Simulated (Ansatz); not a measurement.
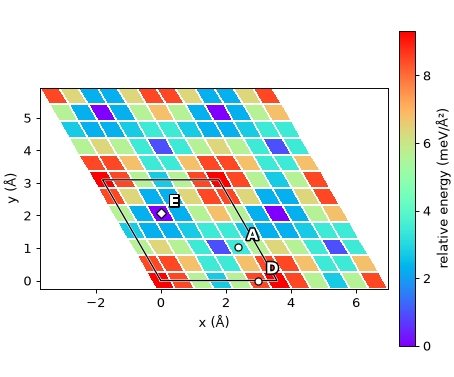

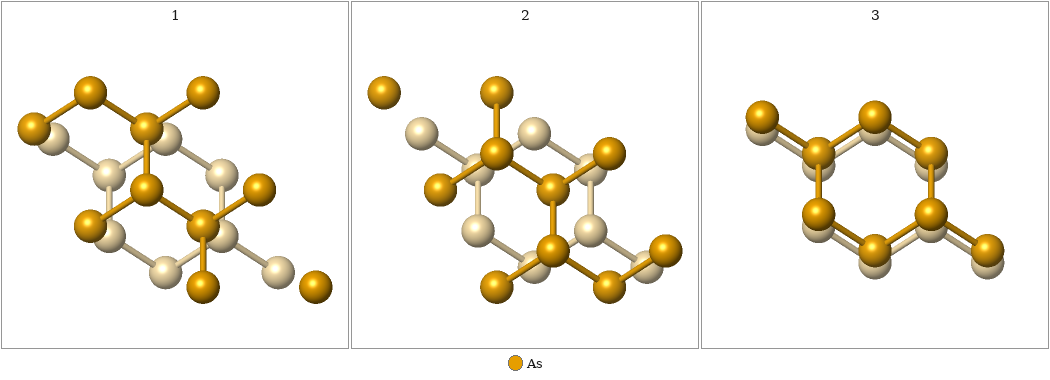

A bilayer of two As sheets of the honeycomb type (4 atoms in the cell). The upper layer of a bilayer is slid over the lower one; relaxed at each slide: the heights of all atoms; the origin of the map has As4 above As1. Places are given modulo a cell vector. The map is drawn in real space over the plane of the slide. Grid: 6 × 6 points; 10 points were computed and 26 follow by symmetry. Energies: meV/Å², counted from the lowest grid point. These are results of DFT PBE+D3(BJ), scalar-relativistic, plane waves, PAW (Ansatz 0.2.0), not measurements. Settings: cutoff 420 eV, k-mesh 9×9×1, gaussian smearing 0.05 eV, no spin polarisation.

Drawn: one coloured cell a grid point, the outline of one cell of the 2 × 2 shown, lettered points. The numbered pictures are the structures at these points, in random order. They are seen from 5° off the normal. The lower layer is drawn fainter.

> Which structure belongs to which point?

A is structure 2: (5/6, 2/6) of the cell vectors, 3.4 meV/Å²; D is structure 1: (5/6, 0/6) of the cell vectors, 8.5 meV/Å²; E is structure 3: (2/6, 4/6) of the cell vectors, 0.0 meV/Å².
